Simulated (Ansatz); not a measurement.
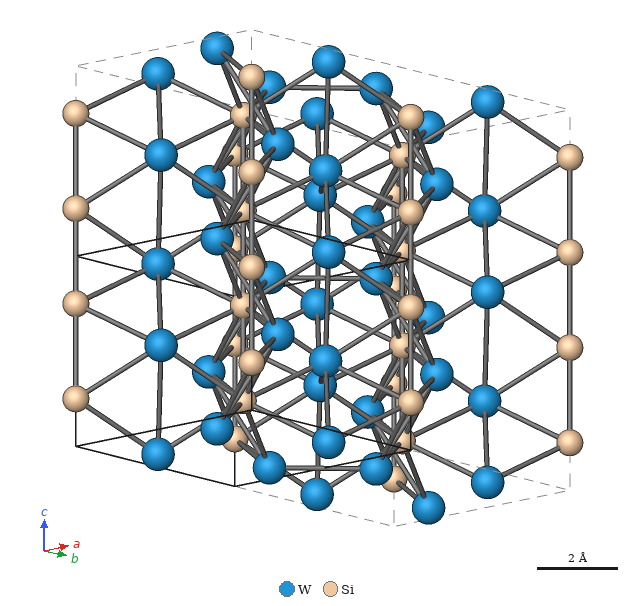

Shown here is a ball-and-stick view of the crystal, taken from a general direction. The picture spans 1×2×2 cells, one conventional unit cell being drawn with solid lines.

Summary of the structure:

- Chemical formula SiW₂.
- The atoms follow space group I4/mcm (No. 140); the Bravais lattice is body-centred tetragonal.
- It has 12 atoms to the cell (4 Si, 8 W).
- The coordination, counted out to bonding distance, is Si 10 and W 7. Not all metal-metal contacts are counted.

The structure comes from a structure listed in the Materials Project, with elements exchanged, so it need not be a known form of the compound. What is shown is the relaxed result from Ansatz 0.2.0, DFT PBEsol, scalar-relativistic, plane waves, PAW.
